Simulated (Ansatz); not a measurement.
# What a change does: single-point calculation on Zr

System: Zr (1 atom in the cell).
Method of run 1: Kohn-Sham DFT of a periodic cell, PBE, all-electron LAPW, scalar-relativistic, no spin polarisation (Ansatz 0.2.0).

The structure derives from an entry of the Crystallography Open Database. Text and figures count atoms from 1; the logs count them from 0 in places.

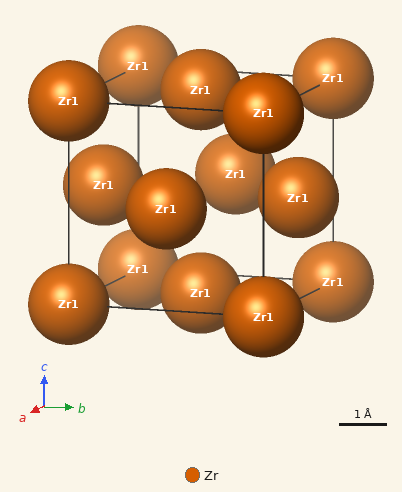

Fig. 1: The input geometry (spheres-only view of the cell 4 times as large as that of the calculation, set on its symmetry axes, seen slightly off an axis; atoms are numbered from 1 in the order of the input).

**Input file, run 1**
```yaml
crystal:
  lattice:
    - [0.0, 2.224523291, 2.224523291]
    - [2.224523291, 0.0, 2.224523291]
    - [2.224523291, 2.224523291, 0.0]
  atoms:
    - { symbol: Zr, position: [0.0, 0.0, 0.0] }
kpoints:
  mp_grid: { grid: [10, 10, 10] }
scf:
  occupations: { method: fermi_dirac, width: 0.05 }
hamiltonian:
  xc: pbe
  pseudopotentials: { kind: all_electron, lapw: { basis_error: 0.0005 } }
output:
  forces: true
  stress: true
  eigenvalues: true
```

Launched with:
```bash
ansatz run input.yaml --threads 1 --pin off --max-ram 2560MiB --backend cpu --events-out ev --progress --plain --runs-dir out
```

Hardware: 1 thread of Arm Neoverse V1, 24 GiB of memory available, shared host.

**Output, shortened to warnings, some set-up lines, iterations and results (run 1)**
```
Basis set: ecut = 191.72035752303032 eV, 137 PW (Γ), exchange–correlation at level 2
Symmetry: 48 space group operations
k-points: 47 of 1000
Initial density: superposition of atomic densities (chi_scale 0.1, normalization cell)
[...]
SCF iter   1: F=—  HF=-97927.125877 eV  |F-HF|=—  |Δ(HF+E_count)|=         —  Δρ=1.48e-2  dr2=3.41e-2  ethr=1.52e-4  ⟨swp⟩=2.9  Hψ=4886  notcnv=0
SCF iter   2: F=—  HF=-97927.060644 eV  |F-HF|=—  |Δ(HF+E_count)|=   6.52e-2  Δρ=7.96e-3  dr2=1.10e-2  ethr=1.52e-4  ⟨swp⟩=2.0  Hψ=2238  notcnv=0  defer=1
SCF iter   3: F=—  HF=-97927.059207 eV  |F-HF|=—  |Δ(HF+E_count)|=   1.44e-3  Δρ=2.82e-3  dr2=1.45e-3  ethr=5.00e-5  ⟨swp⟩=2.0  Hψ=2077  notcnv=0
SCF iter   4: F=—  HF=-97927.059576 eV  |F-HF|=—  |Δ(HF+E_count)|=         —  Δρ=2.59e-4  dr2=1.27e-5  ethr=5.77e-8  ⟨swp⟩=2.0  Hψ=3494  notcnv=0
SCF iter   5: F=—  HF=-97927.059571 eV  |F-HF|=—  |Δ(HF+E_count)|=   5.22e-6  Δρ=1.44e-5  dr2=3.39e-8  ethr=5.76e-8  ⟨swp⟩=2.0  Hψ=2076  notcnv=0
SCF iter   6: F=-97927.059571 eV  HF=-97927.059571 eV  |F-HF|=2.33e-10  |Δ(HF+E_count)|=   4.36e-8  Δρ=7.45e-7  dr2=6.17e-11  ethr=1.54e-10  ⟨swp⟩=3.0  Hψ=2176  notcnv=0
SCF 1 converged in 6 iterations: F = -97927.059571 eV  dr2 = 6.17e-11
SCF converged after 6 iterations
Free energy (F): -97927.059571 eV
Harris-Foulkes:  -97927.059571 eV  (|F-HF|=2.33e-10)
Internal energy: -97927.047710 eV  (E = F + TS)
E sigma→0 (E₀):  -97927.053640 eV
Entropy (-TS):   -0.011861 eV (-11.861 meV/atom)
Fermi energy:    16.690908 eV
--- Per-component energies (eV) ---
  E_band       = -1579.722770
  E_kinetic    = 101151.544566
  E_xc         = -3111.602085
  E_electrostatic = -195966.990191  (all electrons and nuclei)
  E_smearing   = -0.011861  (= −TS)
  E_closure    = 0.000000  (closes the sum)
  E_atoms      = -97919.811540  (free atoms, spherical and without spin; not in F)
  Σ components = -97927.059571   (vs F -97927.059571, Δ=0.00e0)
  Basis errors (estimates in eV, not in F): energy 8.7e-5 per atom: plane waves 6.3e-5 (3.2e-5 summed), levels above the bands 2.0e-75, relativity 3.2e-8, radial functions 2.3e-5, core shells 8.1e-7; eigenvalues (radial functions only) 6.8e-7; not estimated: angular momenta, meshes, grids; target …
--- Forces (eV/Å), atoms counted from 1 ---
  atom   1  Zr     0.00000000    -0.00000000    -0.00000000
  max |Σ_I F_I| component: 6.57e-32 eV/Å
--- Stress (GPa, compression-positive) ---
        5.298935       0.000000      -0.000000
        0.000000       5.298935       0.000000
       -0.000000       0.000000       5.298935
  P = ⅓ Tr σ = 5.2989 GPa (52.989 kbar)
```

The input of run 2 differs as follows (lines with − go, lines with + come):
```diff
-    - [0.0, 2.224523291, 2.224523291]
-    - [2.224523291, 0.0, 2.224523291]
-    - [2.224523291, 2.224523291, 0.0]
+    - [0.0, 2.2089666752, 2.2089666752]
+    - [2.2089666752, 0.0, 2.2089666752]
+    - [2.2089666752, 2.2089666752, 0.0]
```

Predict how the results change.

With the same functional and potentials, run 2 lies 18.4 meV per atom higher. The pressure goes from 5.30 to 7.60 GPa. The volume per atom goes from 22.02 to 21.56 Å³. The cell is scaled evenly with the atoms at fixed fractional positions, so −ΔP/Δ ln V estimates the bulk modulus midway between the two volumes: about 110 GPa. The SCF takes 7 iterations against 6.

**Output, shortened to warnings, some set-up lines, iterations and results (run 2)**
```
Basis set: ecut = 194.47169413285908 eV, 137 PW (Γ), exchange–correlation at level 2
Symmetry: 48 space group operations
k-points: 47 of 1000
Initial density: superposition of atomic densities (chi_scale 0.1, normalization cell)
[...]
SCF iter   1: F=—  HF=-97927.105937 eV  |F-HF|=—  |Δ(HF+E_count)|=         —  Δρ=1.48e-2  dr2=3.30e-2  ethr=1.16e-4  ⟨swp⟩=3.0  Hψ=5480  notcnv=0
SCF iter   2: F=—  HF=-97927.042279 eV  |F-HF|=—  |Δ(HF+E_count)|=   6.37e-2  Δρ=8.13e-3  dr2=1.10e-2  ethr=1.16e-4  ⟨swp⟩=2.0  Hψ=2651  notcnv=0
SCF iter   3: F=—  HF=-97927.040525 eV  |F-HF|=—  |Δ(HF+E_count)|=   1.75e-3  Δρ=4.42e-3  dr2=3.79e-3  ethr=3.95e-5  ⟨swp⟩=2.0  Hψ=2499  notcnv=0
SCF iter   4: F=—  HF=-97927.041071 eV  |F-HF|=—  |Δ(HF+E_count)|=         —  Δρ=1.59e-3  dr2=6.35e-4  ethr=1.35e-5  ⟨swp⟩=2.0  Hψ=2500  notcnv=0
SCF iter   5: F=—  HF=-97927.041162 eV  |F-HF|=—  |Δ(HF+E_count)|=   9.12e-5  Δρ=4.47e-4  dr2=5.55e-5  ethr=1.98e-7  ⟨swp⟩=2.0  Hψ=4201  notcnv=0
SCF iter   6: F=—  HF=-97927.041164 eV  |F-HF|=—  |Δ(HF+E_count)|=   1.43e-6  Δρ=1.40e-4  dr2=3.85e-6  ethr=1.98e-7  ⟨swp⟩=2.0  Hψ=2500  notcnv=0
SCF iter   7: F=-97927.041164 eV  HF=-97927.041164 eV  |F-HF|=1.13e-8  |Δ(HF+E_count)|=   2.16e-7  Δρ=1.38e-5  dr2=4.14e-8  ethr=1.37e-8  ⟨swp⟩=2.0  Hψ=2500  notcnv=0
SCF 1 converged in 7 iterations: F = -97927.041164 eV  dr2 = 4.14e-8
SCF converged after 7 iterations
Free energy (F): -97927.041164 eV
Harris-Foulkes:  -97927.041164 eV  (|F-HF|=1.13e-8)
Internal energy: -97927.029735 eV  (E = F + TS)
E sigma→0 (E₀):  -97927.035450 eV
Entropy (-TS):   -0.011428 eV (-11.428 meV/atom)
Fermi energy:    17.097810 eV
--- Per-component energies (eV) ---
  E_band       = -3334.564028
  E_kinetic    = 101152.387598
  E_xc         = -3111.880947
  E_electrostatic = -195967.536386  (all electrons and nuclei)
  E_smearing   = -0.011428  (= −TS)
  E_closure    = 0.000000  (closes the sum)
  E_atoms      = -97919.811540  (free atoms, spherical and without spin; not in F)
  Σ components = -97927.041164   (vs F -97927.041164, Δ=0.00e0)
  Basis errors (estimates in eV, not in F): energy 8.7e-5 per atom: plane waves 6.4e-5 (3.2e-5 summed), levels above the bands 2.6e-77, relativity 3.0e-8, radial functions 2.3e-5, core shells 2.6e-8; eigenvalues (radial functions only) 6.8e-7; not estimated: angular momenta, meshes, grids; target …
--- Forces (eV/Å), atoms counted from 1 ---
  atom   1  Zr     0.00000000     0.00000000    -0.00000000
  max |Σ_I F_I| component: 6.57e-32 eV/Å
--- Stress (GPa, compression-positive) ---
        7.595117      -0.000000      -0.000000
       -0.000000       7.595117       0.000000
       -0.000000       0.000000       7.595117
  P = ⅓ Tr σ = 7.5951 GPa (75.951 kbar)
```

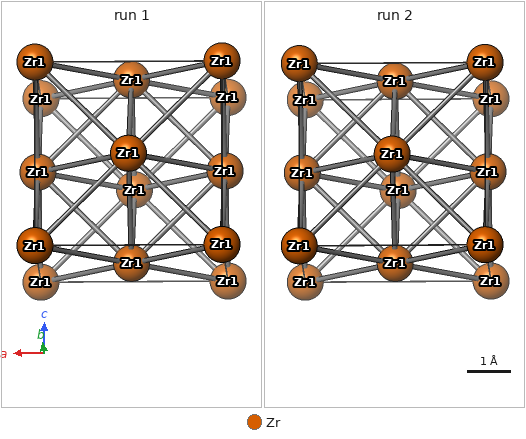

Fig. 2: The two input geometries at one scale (ball-and-stick view of the cell 4 times as large as that of the calculation, set on its symmetry axes, seen at an oblique angle). No atom moves by more than 0.005 Å relative to the cell. The drawn cell changes as follows: a = b = c 4.449 → 4.418 Å (−0.7 %); the volume changes by −2.1 %. Among the contacts that change: Zr1–Zr1 3.146 → 3.124 Å.

**The two runs side by side**

```csv
quantity,run 1,run 2
outcome,converged,converged
free energy per atom (eV),−97927.0596,−97927.0412
"energy per atom, smearing taken to zero (eV)",−97927.0536,−97927.0354
gap on the mesh (eV),0.00,0.00
pressure (GPa),5.30,7.60
volume per atom (Å³),22.02,21.56
largest force (eV/Å),0.000,0.000
SCF iterations,6,7
irreducible k-points,47,47
plane waves at Γ,137,137
wall time (shared host),3.6 s,4.2 s
```

For run 1: The cell is under a pressure of 5.3 GPa at this level, so it is not at its equilibrium volume. For run 2: The cell is under a pressure of 7.6 GPa at this level, so it is not at its equilibrium volume.
